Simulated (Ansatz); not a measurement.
Run report: Mo, single-point calculation

The run: single-point calculation of Mo (1 atom in the cell). Method and program: DFT r2SCAN, scalar-relativistic, plane waves, PAW, no spin polarisation (Ansatz 0.2.0).

The structure derives from an entry of the Crystallography Open Database. It belongs to a series of runs on one base structure; here: strain +0.0150 x Voigt [0, 0, 0, 0, 1, 0], atoms carried along. Figures and captions count atoms from 1; the log counts them from 0 in places.

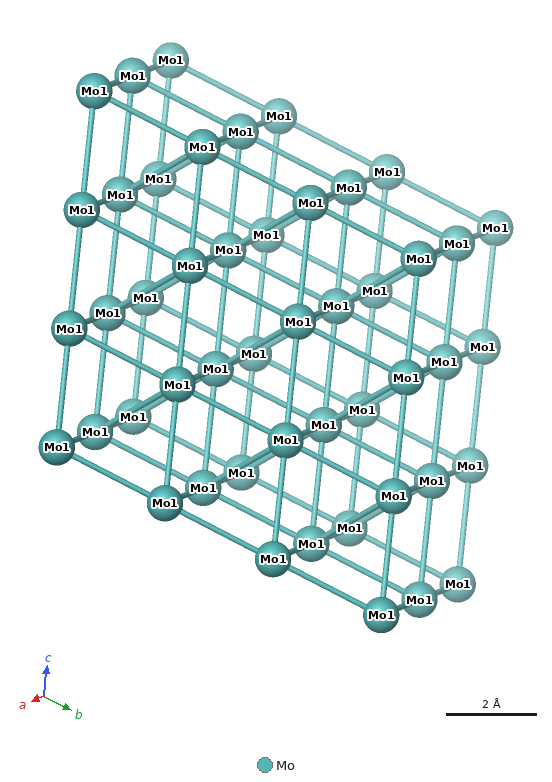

The structure (ball-and-stick view of the cell of the calculation, repeated 2 × 3 × 3, seen slightly off an axis; atoms are numbered from 1 in the order of the input). An atom can appear more than once, as a periodic image. Near neighbours in the periodic cell (some may lie outside the picture): Mo has 8 Mo at 2.71 to 2.74 Å.

Results in brief:

| quantity | value |
| --- | --- |
| outcome | converged |
| space group (tolerance 0.01 Å) | Fmmm (69) |
| electrons treated | 14 |
| free energy | −4967.5999 eV |
| Fermi energy | 21.049 eV |
| gap on the k-point mesh | none (metallic) |
| pressure | 0.12 GPa |
| largest force (length of the vector) | under 0.001 eV/Å |
| hardware | 1 thread of Intel Xeon @ 2.50GHz (Skylake/Cascade Lake), 189 GiB of memory available, shared host |
| wall time | 2.2 min |
| peak memory | 0.83 GiB |

Input file:
```yaml
crystal:
  lattice:
    - [-1.563399068, 1.5752131668, 1.563399068]
    - [1.5870272656, -1.5752131668, 1.5870272656]
    - [1.563399068, 1.5752131668, -1.563399068]
  atoms:
    - { symbol: Mo, position: [0.0, 0.0, 0.0] }
basis:
  ecutwfc: 500
kpoints:
  mp_grid: { grid: [26, 26, 26] }
hamiltonian:
  xc: r2scan
scf:
  occupations: { method: gaussian, width: 0.15 }
output:
  forces: true
  stress: true
  eigenvalues: true
  write_density: true
  write_potential: true
  elf: true
  volumetric_format: npy
```

Launch command:
```bash
ansatz run input.yaml --threads 1 --pin off --max-ram 2560MiB --backend cpu --events-out ev --progress --plain --runs-dir out
```

Log:
```
Engine: ansatz 0.2.0, x86_64-unknown-linux-gnu
Pseudopotentials: kind: paw
Pseudopotential: Mo, paw, valence charge 14, recommended cutoff 500 eV (meta_gga), Mo.paw.azcp
Functional definition: r2SCAN
  parameter k0 = 0.174
  parameter k1 = 0.065
  parameter a1 = 4.9479
  exchange = r2scan_x(k0 = k0, k1 = k1, a1 = a1)
  correlation = r2scan_c
Crystal: 1 atoms, lattice volume = 15.633 Å³
Basis set: ecut = 500 eV, 381 PW (Γ), exchange–correlation on 80×80×80 points (64 copies of the dense FFT grid, shifted against one another)
Bands: 11, of which v1, the nominal top of the filled ones, is band 7 counted from 1 (6 counted from 0)
Symmetry: 8 space group operations
Space group: Fmmm (ITA 69), of the structure as read, at distance tolerance 2.5e-5 Å
k-points: 2471 of 17576
Non-local potential: Mo, projectors of the file, l = 0: 3, l = 1: 2, l = 2: 2, l = 3: 1
PAW form: soft (Blöchl's): semilocal exchange-correlation on the pseudo side does not see the compensation charge
PAW frozen core: Mo, regenerated for the run's functional (the file was generated under x = pbe(κ = 0.804, μ = 0.2195149727645171), c = pbe(β = 0.06672455060314922))
PAW one-centre angular grid: Mo, 590 points (default); XC on 160 Gauss nodes
Initial density: superposition of atomic densities (neutral atoms: chi_scale 0, normalization atom), corrected by the library's trained network
Initial wavefunctions: pseudopotential atomic-orbital guess
Functional: x = r2scan, c = r2scan; τ floored in thin density (d = 2e-4 eV/Å³)
SCF iter   1: F=—  HF=-4967.600064 eV  |F-HF|=—  |Δ(HF+E_count)|=         —  Δρ=9.53e-3  dr2=1.10e-2  dr2_τ=2.01e-2  ethr=1.77e-3  ⟨swp⟩=5.0  Hψ=164759  notcnv=0
preconditioner: auto → none  [metal: Δε(μ)=0.010 eV  Ē_g=8.794 eV  σ=0.150 eV  W_gap=0.04  n_scr=0 (ndim 8)  ℏωp=23.0 eV  f_vac=0.000  D(μ)=0.48/eV (n_scr^D=0)]
SCF iter   2: F=—  HF=-4967.599618 eV  |F-HF|=—  |Δ(HF+E_count)|=   4.46e-4  Δρ=3.19e-3  dr2=2.94e-4  dr2_τ=4.55e-4  ethr=7.83e-5  ⟨swp⟩=2.5  Hψ=64179  notcnv=0
SCF iter   3: F=—  HF=-4967.599870 eV  |F-HF|=—  |Δ(HF+E_count)|=   2.51e-4  Δρ=1.44e-3  dr2=5.87e-5  dr2_τ=1.50e-5  ethr=2.10e-6  ⟨swp⟩=1.0  Hψ=27624  notcnv=0
SCF iter   4: F=—  HF=-4967.599936 eV  |F-HF|=—  |Δ(HF+E_count)|=   6.69e-5  Δρ=5.94e-5  dr2=2.06e-7  dr2_τ=4.65e-8  ethr=4.19e-7  ⟨swp⟩=3.0  Hψ=45548  notcnv=0
iter 5 did not close the SCF: its close was put off for the readings that it lacked (scf_convergence_deferred on its scf_iter line)
SCF iter   5: F=-4967.599937 eV  HF=-4967.599937 eV  |F-HF|=1.75e-9  |Δ(HF+E_count)|=   4.77e-8  Δρ=7.66e-6  dr2=5.89e-9  dr2_τ=2.31e-9  ethr=1.47e-9  ⟨swp⟩=2.1  Hψ=40993  notcnv=0
SCF iter   6: F=-4967.599937 eV  HF=-4967.599937 eV  |F-HF|=1.09e-11  |Δ(HF+E_count)|=  3.19e-10  Δρ=9.83e-7  dr2=7.95e-11  dr2_τ=9.55e-12  ethr=4.21e-11  ⟨swp⟩=4.9  Hψ=137135  notcnv=0
SCF 1 converged in 6 iterations: F = -4967.599937 eV  dr2 = 7.95e-11
  greatest PAW one-centre occupation: 0.997 electrons in one spin orbital (limit 2), on the Mo atom at site 0 (counted from 0), in its partial waves of l = 0
```

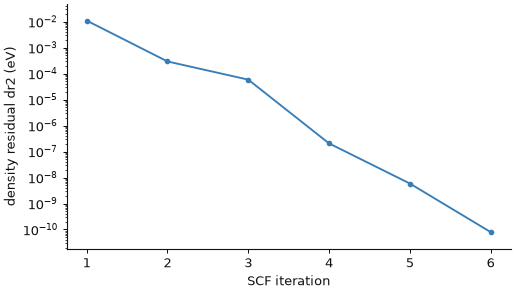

Convergence of the self-consistent field: density residual dr2 against the SCF iteration. The residual falls at every step.

```
SCF converged after 6 iterations
Free energy (F): -4967.599937 eV
Harris-Foulkes:  -4967.599937 eV  (|F-HF|=1.09e-11)
Internal energy: -4967.594606 eV  (E = F + TS)
E sigma→0 (E₀):  -4967.597271 eV
Entropy (-TS):   -0.005330 eV (-5.330 meV/atom)
Fermi energy:    21.049351 eV
--- Per-component energies (eV) ---
  E_band       = -67.628943
  E_kinetic    = 439.912731
  E_local      = -781.336621  (includes V_loc(G=0)·N_el)
  E_nonlocal   = 142.165745
  E_hartree    = 257.719087
  E_xc         = -178.577357
  E_vxc        = -256.377497  (∫ρ·V_xc dr)
  E_paw        = -3217.148019  (= ΣΔE_a)
  E_vpaw       = -144.418520  (= ΣTr[D̂ρ^β])
  E_aug_tail   = 0.000003  (compensation charges beyond the density's cutoff)
  E_vtau       = 16.986818  (kinetic-family band-sum trace: ∫τ·v_τ [+ j·A + Jᵃ·Aᵃ] dr)
  E_ewald      = -1630.108971
  E_core_change = -0.221204  (= ΣΔE_core)
  E_smearing   = -0.005330  (= −TS)
  E_closure    = 0.000000  (closes the sum)
  Σ components = -4967.599937   (vs F -4967.599937, Δ=0.00e0)
--- Forces (eV/Å), atoms counted from 1 ---
  atom   1  Mo    -0.00000000     0.00000000     0.00000000
  max |Σ_I F_I| component: 3.08e-33 eV/Å
--- Stress (GPa, compression-positive) ---
        0.114523      -0.000000      -1.641686
       -0.000000       0.135963      -0.000000
       -1.641686      -0.000000       0.114523
  P = ⅓ Tr σ = 0.1217 GPa (1.217 kbar)
--- Band table (eV; the first three rows and the last of 2471) ---
  k-point 0: bands = ["-42.2005", "-14.6808", "-14.6574", "-14.6351", "13.4059", "19.4976", "19.6218", "19.7579", "22.9588", "22.9652", "36.2315"]
  k-point 1: bands = ["-42.1964", "-14.6930", "-14.6687", "-14.6422", "13.4753", "19.4934", "19.6321", "19.7703", "22.8985", "22.9638", "36.3284"]
  k-point 2: bands = ["-42.1842", "-14.7524", "-14.6912", "-14.6503", "13.6789", "19.4256", "19.6170", "19.9070", "22.7375", "22.9656", "36.5257"]
  k-point 2470: bands = ["-41.7069", "-15.7198", "-15.6855", "-15.6501", "15.4167", "15.4195", "25.0420", "25.1761", "25.3153", "30.4142", "30.5141"]
```

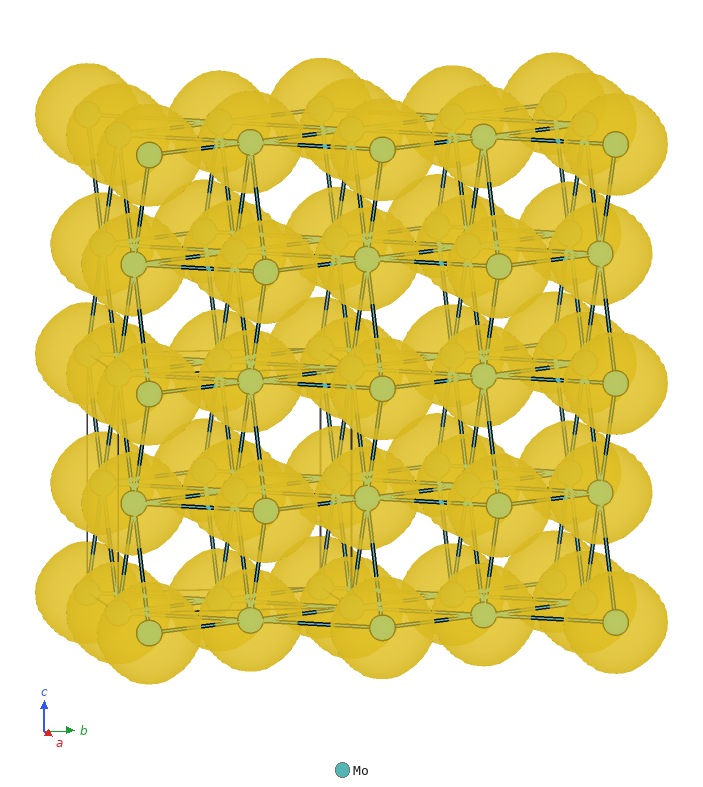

Isosurface of the valence charge density (pseudo) at 0.8 e/Å³ (yellow), seen slightly off an axis. Sticks mark near contacts. The outline is the cell set on symmetry axes. At this value the density breaks into separate islands; it holds about 70 % of the electrons treated as valence (semicore included). It is pinched off along the Mo–Mo (2.71 Å) contacts. On the grid the lowest density along these lines, outside the cores, is 0.38 e/Å³ (Mo–Mo, 2.71 Å). In a PAW calculation such maps are meaningful between the atoms, not at the nuclei.

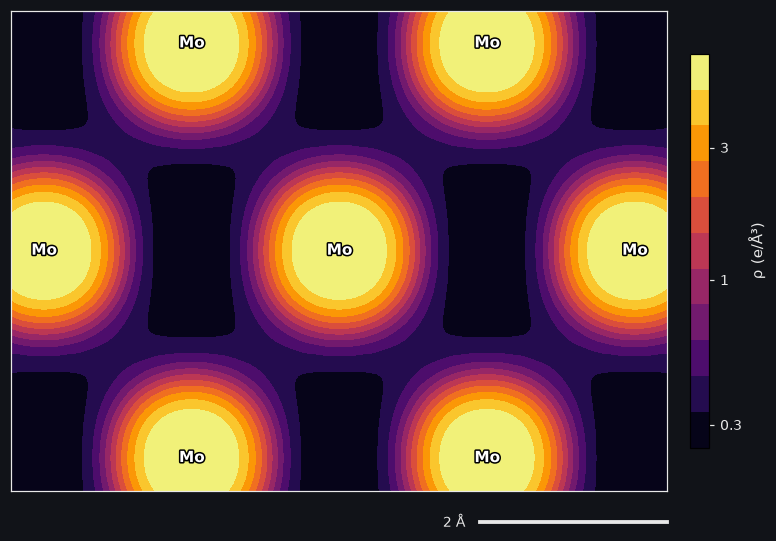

Valence pseudo-density on the (001) plane of the conventional cell. Mo–Mo (2.71 Å): the density is about 0.38 e/Å³ at the midpoint. Away from the nuclei the density in this plane falls to 0.25 e/Å³ at its lowest.

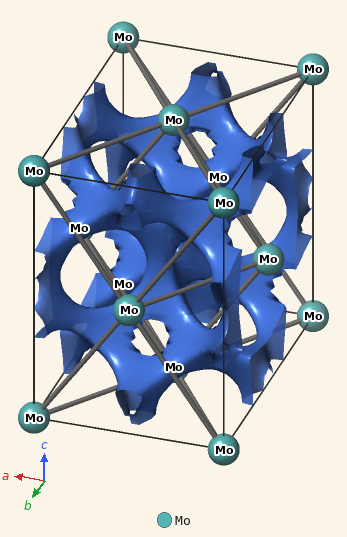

Isosurface of the electron localisation function at 0.4 (blue), seen at an oblique angle. Core shells and regions of very low density are left out. Sticks mark near contacts. The outline is the cell set on symmetry axes. Profiles from the grid: Mo–Mo (2.71 Å): the ELF is about 0.30 at the midpoint (no shared electron pair).
